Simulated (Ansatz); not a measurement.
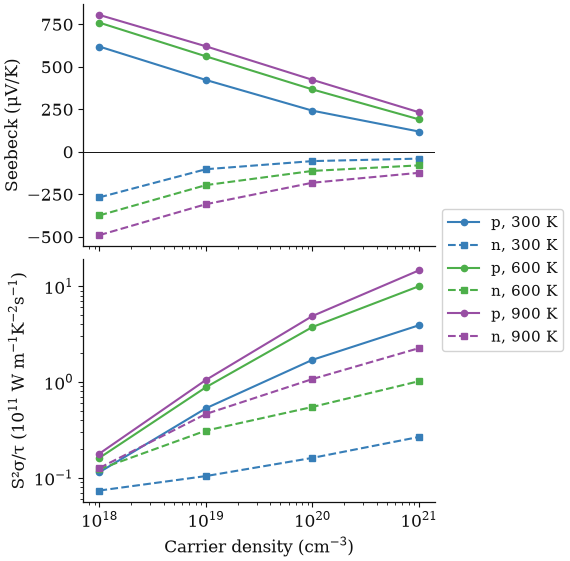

Seebeck coefficient and power factor over the relaxation time against doping (rigid bands, constant relaxation time, mean of three directions).

System: CoO, space group R-3m (No. 166), 2 atoms in the cell.

Method: DFT PBE+U, scalar-relativistic, plane waves, PAW, Ueff = 3.32 eV on Co d, spin-polarised, 12×12×12 k mesh, Gaussian smearing of 0.02 eV (Ansatz).

What are the Seebeck coefficients at 300 K and 10¹⁹ cm⁻³, and what do they say about the bands?

Answer. At 300 K and 10¹⁹ cm⁻³ the Seebeck coefficient is 423 μV/K for holes and −102 μV/K for electrons; the larger size for holes shows the larger density-of-states mass of the valence band.

Which case has the largest power factor over τ?

Answer. The largest power factor over τ is for p type at 10²¹ cm⁻³ and 900 K, about 15 × 10¹¹ W m⁻¹ K⁻² s⁻¹.

How does the Seebeck coefficient move with doping and temperature?

Answer. At 300 K it goes from 619 to 120 μV/K for holes and from −268 to −40 μV/K for electrons between 10¹⁸ cm⁻³ and 10²¹ cm⁻³, so its size falls as carriers are added. At 10¹⁹ cm⁻³ the hole value goes from 423 to 621 μV/K on heating to 900 K.

The bands are interpolated from a finite k mesh, so the values are approximate.
